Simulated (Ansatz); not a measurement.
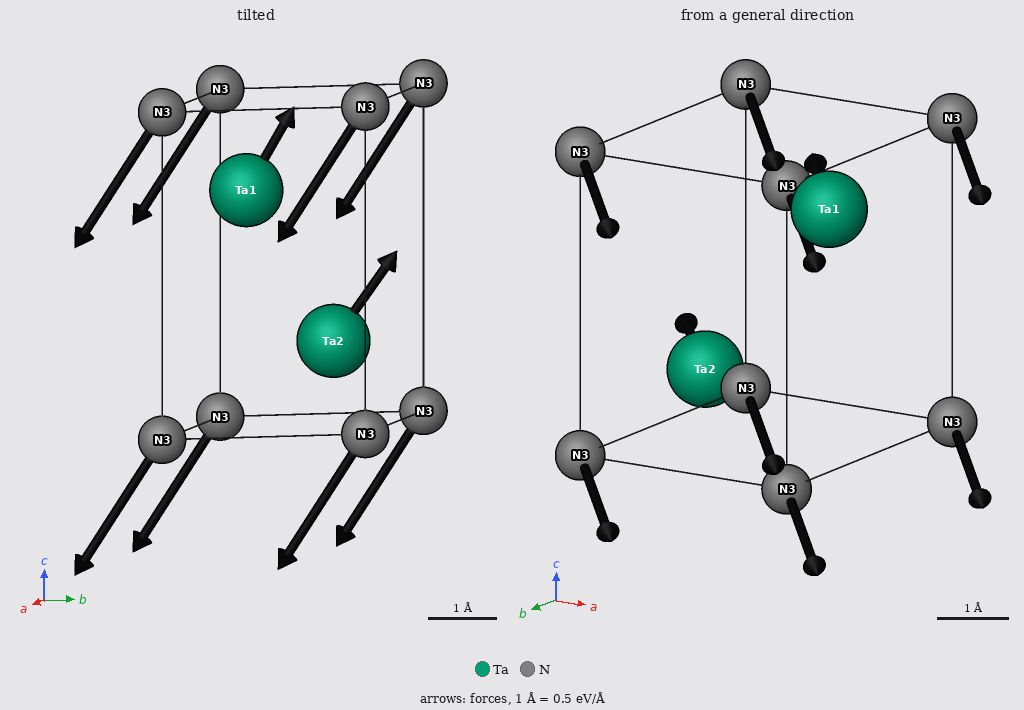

Spheres-only representation of a periodic structure, projected slightly off an axis and from a general direction. Atoms at the boundary of the simulation cell (the box) are drawn once for each face, edge or corner they touch. The arrows are the computed forces on the atoms.

System: Ta2N. Calculation details: DFT PBE, scalar-relativistic, plane waves, PAW in Ansatz; a kinetic-energy cutoff of 420 eV, k-grid 18×18×10, Gaussian smearing of 0.15 eV, no spin polarisation.

**Judging by the arrows, is the geometry relaxed?**

No. The atoms still feel forces of up to about 1.1 eV/Å, far above a usual threshold of 0.01 to 0.03 eV/Å.

**On which atom is the force largest?**

N3, about 1.1 eV/Å.

**Give the mean magnitude of the force by element.**

Mean magnitudes: about Ta 0.54 eV/Å, N 1.1 eV/Å.

Provenance: a structure listed in the Materials Project. The cell was then strained or its atoms displaced on purpose. It went into a calculation with Ansatz.
